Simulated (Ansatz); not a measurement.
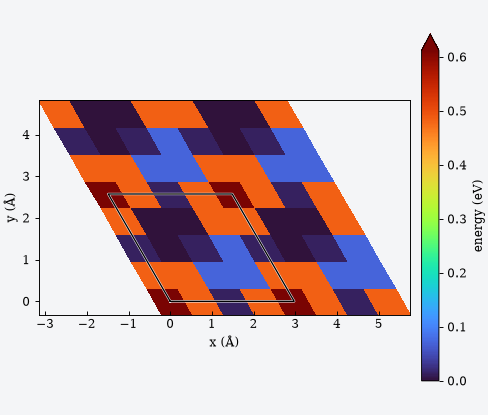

Energy landscape of F on a TiN(111) slab cut from the Fm-3m phase (8 atoms of substrate and one adsorbate in a 1 × 1 cell). 
- One F atom a 1 × 1 cell is placed over a mesh of places on the rigid (1 1 1) surface, and only its height is relaxed.
- Places are given modulo a cell vector. The map is drawn in real space over the plane of the surface.
- The scan uses a 4 × 4 grid.
- Energies: eV, counted from the lowest grid point.
- This mesh misses the points at thirds of the hexagonal cell. With one adsorbate in each 1 × 1 cell, its nearest image is 3.0 Å away, so neighbouring adsorbates interact.
- Theory: Ansatz 0.2.0, DFT PBEsol, scalar-relativistic, plane waves, PAW.

In the figure: one coloured cell a grid point, the outline of one cell of the 2 × 2 shown, one colour for all values above the top of the scale. 

Where are the lowest and the highest points?

The lowest grid point is at (1/4, 2/4) of the cell vectors [nearest 1 Ti at 1.90 Å]. The highest grid point, the top site over a surface Ti atom, (0/4, 0/4) of the cell vectors, lies 0.612 eV above the lowest. At the lowest point the adsorbate has 1 Ti at 1.90 Å as nearest neighbours, at the highest 1 Ti at 1.76 Å. Its relaxed height above the top atom is 1.40 Å at the lowest and 1.76 Å at the highest point.
